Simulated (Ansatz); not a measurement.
# Thickness series of a MgB2/Be2C/MgB2 junction

Wanted: T(E), the conductance and its decay constant for MgB2/Be2C/MgB2. Both electrodes are MgB2 AlB2(0001); the barrier is Be2C fluorite(111) (whole trilayers). In the first transport cell, after relaxation, the nearest pair of electrode and barrier is B–C at 2.04 Å, along the normal, at the lower face and B–C at 2.04 Å, along the normal, at the upper one. All share a net of side 3.07 Å, which strains the lower electrode by +0.0 % and the barrier by +0.3 %, against typed lattice constants near PBE's. The first steps treat the bulk electrodes alone.

Calculated with Ansatz 0.2.0; PBE DFT, plane waves, PAW files, in the first sound run; inputs show where later runs differ.

## Step 1: Set-up

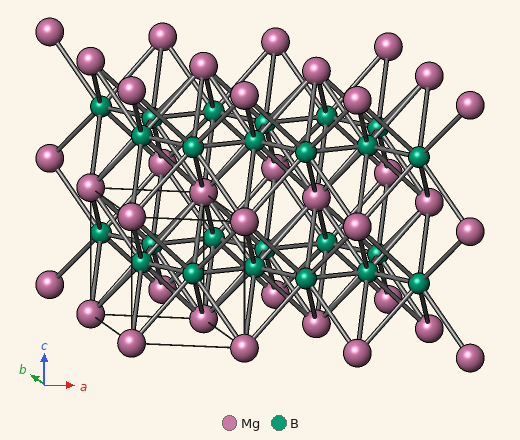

Start, viewed slightly off an axis; magnesium pink, boron teal. 3×2×2 cells are drawn. Some periodic images of atoms are drawn too.

Structure file:

```cif
data_structure
_symmetry_space_group_name_H-M 'P6/mmm'
_symmetry_Int_Tables_number 191
_cell_length_a 3.0700
_cell_length_b 3.0700
_cell_length_c 3.5300
_cell_angle_alpha 90.000
_cell_angle_beta 90.000
_cell_angle_gamma 120.000
_cell_volume 28.81
loop_
_atom_site_label
_atom_site_type_symbol
_atom_site_symmetry_multiplicity
_atom_site_Wyckoff_symbol
_atom_site_fract_x
_atom_site_fract_y
_atom_site_fract_z
_atom_site_occupancy
Mg1 Mg 1 a 0.00000 0.00000 0.00000 1
B1 B 2 d 0.33333 0.66667 0.50000 1
```

## Step 2: Layer spacing of the electrode

The electrode is held to the junction's net and relaxed along the normal; its spacing is used for the ideal lead layers.

input.yaml

```yaml
crystal:
  lattice:
    - [3.07, 0.0, 0.0]
    - [-1.535, 2.6586979896, 0.0]
    - [0.0, 0.0, 3.53]
  atoms:
    - { symbol: Mg, position: [0.0, 0.0, 0.0] }
    - { symbol: B, position: [0.3333333333, 0.6666666667, 0.5] }
    - { symbol: B, position: [0.6666666667, 0.3333333333, 0.5] }
kpoints:
  mp_grid: { grid: [12, 12, 9] }
scf:
  occupations: { method: fermi_dirac, width: 0.1 }
  max_iter: 150
hamiltonian:
  xc: pbe
relax:
  f_tol: 0.01
  max_steps: 40
  cell: { fix: [a, b, angles] }
```

Run with:

```console
ansatz run input.yaml --threads 4 --pin off --max-ram 18432MiB --backend cpu --events-out ev --progress --plain --runs-dir out
```

Numbers of over 12 decimals in the logs are rounded to 6 here.

Output:

```text
Engine: ansatz 0.2.0, aarch64-unknown-linux-gnu
Pseudopotentials: kind: paw
Pseudopotential: Mg, paw, valence charge 10, recommended cutoff 420 eV (normal), Mg.paw.azcp
Pseudopotential: B, paw, valence charge 3, recommended cutoff 420 eV (normal), B.paw.azcp
Functional definition: PBE
  parameter kappa = 0.804
  parameter beta = 0.066725
  exchange = pbe_x(kappa = kappa, mu = beta*pi^2/3)
  correlation = pbe_c(beta = beta)
Crystal: 3 atoms, lattice volume = 28.813 Å³
Basis set: ecut = 420 eV, 563 PW (Γ), exchange–correlation on 48×48×48 points (8 copies of the dense FFT grid, shifted against one another)
Bands: 12, of which v1, the nominal top of the filled ones, is band 8 counted from 1 (7 counted from 0)
Symmetry: 24 space group operations
Space group: P6/mmm (ITA 191), of the structure as read, at distance tolerance 3.1e-5 Å
k-points: 95 of 1296
Non-local potential: Mg, projectors of the file, l = 0: 3, l = 1: 2, l = 2: 1
Non-local potential: B, projectors of the file, l = 0: 2, l = 1: 2, l = 2: 1
PAW form: soft (Blöchl's): semilocal exchange-correlation on the pseudo side does not see the compensation charge
PAW one-centre angular grid: Mg, 110 points (default); XC on 64 Gauss nodes
PAW one-centre angular grid: B, 110 points (default); XC on 64 Gauss nodes
Initial density: superposition of atomic densities (neutral atoms: chi_scale 0, normalization atom), corrected by the library's trained network
Initial wavefunctions: pseudopotential atomic-orbital guess
Functional: x = pbe(κ = 0.804, μ = 0.219515), c = pbe(β = 0.066725)
SCF iter   1: F=—  HF=-2236.033997 eV  |F-HF|=—  |Δ(HF+E_count)|=         —  Δρ=1.20e-3  dr2=3.64e-4  ethr=1.77e-3  ⟨swp⟩=5.0  Hψ=6082  notcnv=0
preconditioner: auto → none  [metal: Δε(μ)=0.041 eV  Ē_g=11.205 eV  σ=0.100 eV  W_gap=0.10  n_scr=8 (ndim 8)  ℏωp=19.6 eV  f_vac=0.000  D(μ)=0.64/eV (n_scr^D=2)  sad-step TF]
SCF iter   2: F=—  HF=-2236.034720 eV  |F-HF|=—  |Δ(HF+E_count)|=   7.23e-4  Δρ=7.55e-4  dr2=1.68e-4  ethr=2.28e-6  ⟨swp⟩=2.3  Hψ=2546  notcnv=0
SCF iter   3: F=—  HF=-2236.034746 eV  |F-HF|=—  |Δ(HF+E_count)|=   2.65e-5  Δρ=3.40e-4  dr2=2.15e-5  ethr=1.05e-6  ⟨swp⟩=2.0  Hψ=1796  notcnv=0
SCF iter   4: F=—  HF=-2236.034759 eV  |F-HF|=—  |Δ(HF+E_count)|=   1.29e-5  Δρ=1.06e-4  dr2=1.35e-6  ethr=1.34e-7  ⟨swp⟩=2.1  Hψ=1808  notcnv=0
iter 5 did not close the SCF: its close was put off for the readings that it lacked (scf_convergence_deferred on its scf_iter line)
SCF iter   5: F=-2236.034759 eV  HF=-2236.034759 eV  |F-HF|=1.11e-7  |Δ(HF+E_count)|=   4.45e-7  Δρ=2.69e-5  dr2=9.20e-8  ethr=8.47e-9  ⟨swp⟩=2.1  Hψ=1818  notcnv=0
SCF iter   6: F=-2236.034759 eV  HF=-2236.034759 eV  |F-HF|=9.16e-9  |Δ(HF+E_count)|=   6.17e-8  Δρ=6.59e-6  dr2=6.15e-9  ethr=5.75e-10  ⟨swp⟩=2.0  Hψ=4168  notcnv=0
SCF 1 converged in 6 iterations: F = -2236.034759 eV  dr2 = 6.15e-9
  greatest PAW one-centre occupation: 1.000 electrons in one spin orbital (limit 2), on the Mg atom at site 0 (counted from 0), in its partial waves of l = 0
relax step   1: F+E_penalty+E_count = -2236.03475875 eV  Δ(F+E_penalty+E_count) = +0.000e0 eV  max|allowed force component| = 8.018e-17 eV/Å  Δτ_max = 0.0000 Å  P = +0.435 GPa  Ω = 28.813 Å³  fix = [a, b, alpha, beta, gamma]  reactions: a +0.946, b +0.946 GPa  (6 SCF iters, dr2 threshold 1.00e-7 eV, accepted)
Crystal: 3 atoms, lattice volume = 28.755 Å³
Initial density: handed on by an earlier stage of this run
Initial wavefunctions: those handed on with the density
iter 1 solved again at ethr=1.25e-7 eV; its pass at ethr=3.10e-3 eV (dr2=2.00e-5 eV) is discarded
SCF iter   1: F=—  HF=-2236.034916 eV  |F-HF|=—  |Δ(HF+E_count)|=         —  Δρ=1.86e-4  dr2=1.72e-5  ethr=1.25e-7  ⟨swp⟩=2.0  Hψ=7368  notcnv=0
preconditioner: auto → none  [metal: Δε(μ)=0.069 eV  Ē_g=11.226 eV  σ=0.100 eV  W_gap=0.17  n_scr=8 (ndim 8)  ℏωp=19.6 eV  f_vac=0.000  D(μ)=0.63/eV (n_scr^D=2)]
SCF iter   2: F=-2236.034934 eV  HF=-2236.034935 eV  |F-HF|=1.78e-7  |Δ(HF+E_count)|=   1.90e-5  Δρ=4.54e-5  dr2=2.94e-7  ethr=1.87e-9  ⟨swp⟩=3.7  Hψ=4439  notcnv=0
SCF 2 converged in 2 iterations: F = -2236.034934 eV  dr2 = 2.94e-7
relax step   2: F+E_penalty+E_count = -2236.03493448 eV  Δ(F+E_penalty+E_count) = -1.757e-4 eV  max|allowed force component| = 3.947e-16 eV/Å  Δτ_max = 0.0000 Å  P = +0.657 GPa  Ω = 28.755 Å³  energy of the carried Pulay correction = +5.894e-5 eV  fix = [a, b, alpha, beta, gamma]  reactions: a +1.018, b +1.018 GPa  (2 SCF iters, dr2 threshold 3.00e-7 eV, accepted)
Crystal: 3 atoms, lattice volume = 28.748 Å³
iter 1 solved again at ethr=3.21e-9 eV; its pass at ethr=3.10e-3 eV (dr2=5.13e-7 eV) is discarded
SCF iter   1: F=—  HF=-2236.034919 eV  |F-HF|=—  |Δ(HF+E_count)|=         —  Δρ=5.66e-5  dr2=4.80e-7  ethr=3.21e-9  ⟨swp⟩=2.4  Hψ=7329  notcnv=0
preconditioner: auto → none  [metal: Δε(μ)=0.070 eV  Ē_g=11.227 eV  σ=0.100 eV  W_gap=0.17  n_scr=8 (ndim 8)  ℏωp=19.6 eV  f_vac=0.000  D(μ)=0.63/eV (n_scr^D=2)]
SCF iter   2: F=—  HF=-2236.034943 eV  |F-HF|=—  |Δ(HF+E_count)|=   2.45e-5  Δρ=2.84e-5  dr2=9.25e-8  ethr=3.00e-9  ⟨swp⟩=2.1  Hψ=1856  notcnv=0
SCF iter   3: F=-2236.034943 eV  HF=-2236.034943 eV  |F-HF|=6.05e-9  |Δ(HF+E_count)|=   1.36e-8  Δρ=5.12e-6  dr2=1.04e-8  ethr=6.75e-11  ⟨swp⟩=3.0  Hψ=4631  notcnv=0
SCF 3 converged in 3 iterations: F = -2236.034943 eV  dr2 = 1.04e-8
relax step   3: F+E_penalty+E_count = -2236.03494339 eV  Δ(F+E_penalty+E_count) = -8.916e-6 eV  max|allowed force component| = 6.476e-17 eV/Å  Δτ_max = 0.0000 Å  P = +0.686 GPa  Ω = 28.748 Å³  energy of the carried Pulay correction = +6.635e-5 eV  fix = [a, b, alpha, beta, gamma]  reactions: a +1.028, b +1.028 GPa  (3 SCF iters, dr2 threshold 1.08e-8 eV, accepted)
Initial wavefunctions: pseudopotential atomic-orbital guess (no wavefunctions were taken with the density)
iter 1 solved again at ethr=4.72e-8 eV; its pass at ethr=3.10e-3 eV (dr2=7.55e-6 eV) is discarded
SCF iter   1: F=—  HF=-2236.034839 eV  |F-HF|=—  |Δ(HF+E_count)|=         —  Δρ=9.51e-6  dr2=1.25e-8  ethr=4.72e-8  ⟨swp⟩=3.3  Hψ=9440  notcnv=0
SCF iter   2: F=—  HF=-2236.034863 eV  |F-HF|=—  |Δ(HF+E_count)|=   2.42e-5  Δρ=4.29e-6  dr2=8.28e-10  ethr=7.79e-11  ⟨swp⟩=2.0  Hψ=1901  notcnv=0
SCF iter   3: F=—  HF=-2236.034863 eV  |F-HF|=—  |Δ(HF+E_count)|=   3.61e-9  Δρ=2.15e-6  dr2=1.95e-10  ethr=5.17e-12  ⟨swp⟩=2.0  Hψ=1450  notcnv=0
SCF iter   4: F=-2236.034863 eV  HF=-2236.034863 eV  |F-HF|=0.00e0  |Δ(HF+E_count)|=   1.26e-9  Δρ=7.91e-8  dr2=1.01e-12  ethr=1.00e-12  ⟨swp⟩=4.0  Hψ=5259  notcnv=0
SCF 4 converged in 4 iterations: F = -2236.034863 eV  dr2 = 1.01e-12
relax step   4: F+E_penalty+E_count = -2236.03486333 eV  Δ(F+E_penalty+E_count) = +8.007e-5 eV  max|allowed force component| = 7.093e-17 eV/Å  Δτ_max = 0.0000 Å  P = +0.684 GPa  Ω = 28.748 Å³  fix = [a, b, alpha, beta, gamma]  reactions: a +1.028, b +1.028 GPa  stress off target by 4.06e-3 GPa on what of the cell is left free  SCF on the basis re-selected at this cell (its energy is not comparable with the rows above)  (4 SCF iters)
basis re-selected at this cell: Δ(F+E_penalty+E_count) = +8.007e-5 eV, ΔP = -0.002 GPa vs the last step (what re-selecting the basis moved, of the pressure what is left beyond the Pulay correction that the steps carried, after the strain that the cell walked since its last selection, with what the two solves' SCF thresholds leave and, on support functions, any second-order correction that the steps lacked; it is no m [...]
SCF converged after 4 iterations
Free energy (F): -2236.034863 eV
Harris-Foulkes:  -2236.034863 eV  (|F-HF|=0.00e0)
Internal energy: -2236.013444 eV  (E = F + TS)
E sigma→0 (E₀):  -2236.024153 eV
Entropy (-TS):   -0.021420 eV (-7.140 meV/atom)
Fermi energy:    9.308177 eV
--- Per-component energies (eV) ---
  E_band       = -291.843136
  E_kinetic    = 174.225219
  E_local      = -1516.803804  (includes V_loc(G=0)·N_el)
  E_nonlocal   = 118.126896
  E_hartree    = 539.895714
  E_xc         = -94.299578
  E_vxc        = -115.111045  (∫ρ·V_xc dr)
  E_paw        = -448.969387  (= ΣΔE_a)
  E_vpaw       = -32.071835  (= ΣTr[D̂ρ^β])
  E_aug_tail   = -0.000013  (compensation charges beyond the density's cutoff)
  E_ewald      = -1008.188491
  E_smearing   = -0.021420  (= −TS)
  E_closure    = 0.000000  (closes the sum)
  Σ components = -2236.034863   (vs F -2236.034863, Δ=0.00e0)
--- Forces (eV/Å), atoms counted from 1 ---
  atom   1  Mg     0.00000000    -0.00000000     0.00000000
  atom   2  B     -0.00000000    -0.00000000     0.00000000
  atom   3  B     -0.00000000     0.00000000    -0.00000000
  max |Σ_I F_I| component: 5.55e-17 eV/Å
--- Stress (GPa, compression-positive) ---
        1.027616      -0.000000       0.000000
       -0.000000       1.027616       0.000000
        0.000000       0.000000      -0.004057
  P = ⅓ Tr σ = 0.6837 GPa (6.837 kbar)
--- Relaxed structure (3 steps of the walk, 3 accepted, 1 SCFs on fresh bases) ---
  F+E_penalty+E_count = -2236.03486333 eV   max|allowed force component| = 7.093e-17 eV/Å   (the final SCF, on the basis selected at the relaxed cell)
  cell:  # Å, volume = 28.7483 Å³
    - [3.070000, 0, 0.0]
    - [-1.535000, 2.658698, 0.0]
    - [0.0, 0.0, 3.522124]
  atoms:
    - { symbol: Mg, position: [0, 0, 0] }
    - { symbol: B, position: [0.333333, 0.666667, 0.500000] }
    - { symbol: B, position: [0.666667, 0.333333, 0.500000] }
```

Elapsed: 1.9 s, on 4 threads of Arm Neoverse V2, shared host; peak memory 0.32 GiB; 5.3 s of CPU time.

Step by step:

| step | energy less that of the first step (eV) | largest force component (eV/Å) | pressure (GPa) | volume (Å³) |
| --- | --- | --- | --- | --- |
| 1 | 0.0000 | 0.0000 | 0.43 | 28.81 |
| 2 | -0.0002 | 0.0000 | 0.66 | 28.76 |
| 3 | -0.0002 | 0.0000 | 0.69 | 28.75 |
| 4* | -0.0001 | 0.0000 | 0.68 | 28.75 |

Relaxation steps marked * repeat the geometry before them on a plane-wave basis chosen anew for their cell, so energy and pressure can jump there.

Forces are held to the 24 operations that the run works with; a distortion that breaks them can't arise in this run.

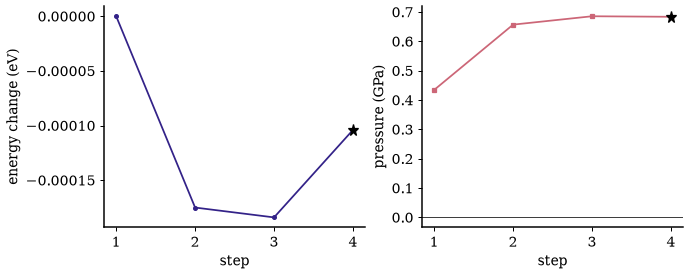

Energy and pressure along the relaxation. Stars mark steps on a basis chosen anew.

| conventional cell, symmetrised | before | after | change |
| --- | --- | --- | --- |
| a (Å) | 3.070 | 3.070 | -0.0 % |
| b (Å) | 3.070 | 3.070 | -0.0 % |
| c (Å) | 3.530 | 3.522 | -0.2 % |
| volume (Å³/atom) | 9.60 | 9.58 | -0.2 % |

The relaxed structure:

```xyz
3
Lattice="3.0700 0.0000 0.0000 -1.5350 2.6587 0.0000 0.0000 0.0000 3.5221" Properties=species:S:1:pos:R:3 pbc="T T T"
Mg    0.0000    0.0000    0.0000
B     0.0000    1.7725    1.7611
B     1.5350    0.8862    1.7611
```

Numbers from this step:

```
free energy  : -2236.0349 eV
Fermi energy : 9.308 eV
pressure     : 0.6837 GPa
```

[end of part 1 of 6]

[Logs are printed without paths, hosts, clocks, repeated set-up lines and the standing remarks that a program may print on its own settings, such as how far it seeks lower states.]

[Hosts, paths, dates, database ids (printed as entryN), source tags and the programs' standing remarks are cut or masked in the printed files.]
